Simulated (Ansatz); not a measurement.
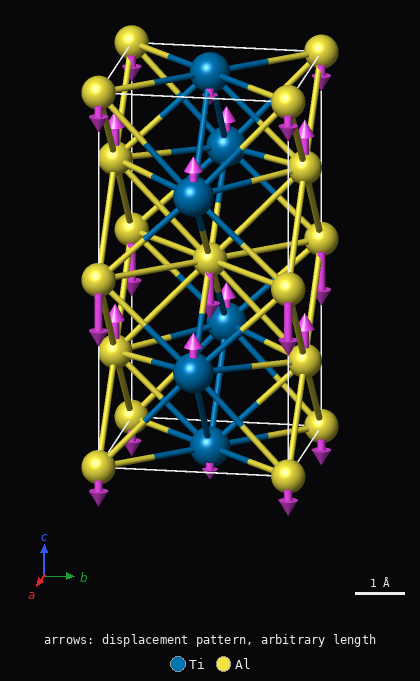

Normal modes of crystalline Ti$_{3}$Al$_{5}$, at the zone centre. The optical levels lie at 183, 189, 194, 195, 236, 239, 253, 270, 275, 278, 285, 291, 293, 305, 318, 325, 330, 335, 340, 354, 363 cm⁻¹. One mode is drawn. Displacements are drawn as pink arrows; their common scale and sign are arbitrary. A ball-and-stick model of the cell of the calculation, seen slightly off an axis.

These are results of Ansatz, DFT LDA, scalar-relativistic, plane waves, PAW, not measurements. (plane-wave cutoff 420 eV; k-point mesh 10 × 10 × 6; occupations fermi dirac; smearing width 0.15 eV; no spin polarisation)

The frequencies depend somewhat on the k-mesh and the smearing.

### To which level does it belong?

The level at 340 cm⁻¹. This is the B₁u mode, optical level 19 of 21, counted from below, infrared-active by symmetry. The Al (1c) and Al (1h) and Al (1a) and Ti (1f) sublattices move against the Al (2s) and Ti (2r) sublattices, along c; the kinetic energy is shared as Al 75 %, Ti 25 %. The crystal is a metal, so free carriers screen the infrared response.
